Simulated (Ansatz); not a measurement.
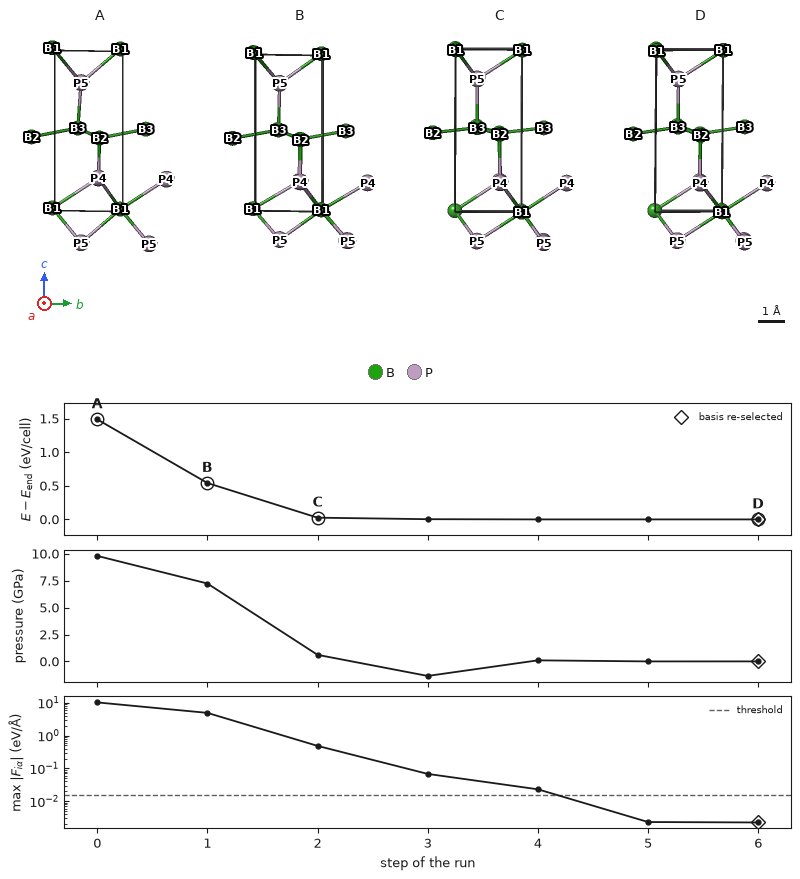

Frames of a relaxation of crystalline B$_{3}$P$_{2}$ (built on the A-type sesquioxide_164 type) (coarse preliminary run), marked on the history of the run. The picture is a ball-and-stick view of the cell of the calculation, seen along the a axis.

Theory: Ansatz 0.2.0, DFT PBE, scalar-relativistic, plane waves, PAW. Set-up: plane-wave cutoff 420 eV; k-point mesh 12 × 12 × 4; occupations gaussian; smearing width 0.1 eV; no spin polarisation; cell and atoms relaxed; force threshold 0.015 eV/Å; at most 120 steps.

Q: What happens along the run?

A: P5 moves most relative to the cell: 0.20 Å along [−3 −3 1]. By element the largest moves are P 0.20 Å, B 0.13 Å. Cell: a 3.076 → 3.068 Å (−0.3 %), b 3.122 → 3.068 Å (−1.7 %), c 6.347 → 6.400 Å (+0.8 %), α 92.0° → 90.0°, β 87.6° → 90.0°, γ 120.4° → 120.0°. Volume −0.6 %. Among the contacts that change: P4–P5 3.289 → 2.911 Å, B2–P4 1.585 → 1.902 Å, B1–P5 2.362 → 2.114 Å, B2–B3 1.913 → 1.794 Å. Bond angles that change, for instance: P5–B1–P5 81.6° → 93.0°, B1–P5–B1 81.6° → 93.0°, B1–P5–B3 133.8° → 123.1°. The space group (tolerance 0.01 Å) goes from P1 (No. 1) to P-3m1 (No. 164). Over 5 accepted moves (6 points after the start) the energy falls by 1.489 eV per cell of the calculation. The largest force component goes from 10 to 0.0023 eV/Å. Pressure: 9.80 GPa at the start and 0.01 GPa at the end. At 1 point the geometry stayed and the basis and grid were re-selected for the new cell (energy shift of less than 0.05 meV per cell of the calculation at most each time). The run took 95 s on 1 thread of Intel(R) Xeon(R) 6975P-C (Granite Rapids) (shared host), peak memory 0.62 GiB. From step 0 to 1: P5 moves most (0.13 Å), volume −1.3 %, energy −0.947 eV per cell of the calculation. From step 1 to 2: B2 moves most (0.14 Å), volume −0.4 %, energy −0.516 eV per cell of the calculation. From step 2 to 6: B3 moves most (0.03 Å), volume +1.0 %, energy −25.8 meV per cell of the calculation.

```
step  E − E(0), meV/atom  largest force component, eV/Å  pressure, GPa  volume, Å³/atom                      note
   0                0.00                        10.1994           9.80           10.500                          
   1             -189.37                         4.8975           7.24           10.366                          
   2             -292.55                         0.4846           0.62           10.326                          
   3             -297.06                         0.0680          -1.34           10.536                          
   4             -297.70                         0.0231           0.11           10.427                          
   5             -297.71                         0.0023           0.01           10.433                          
   6             -297.72                         0.0023           0.01           10.433  same geometry, new basis
```
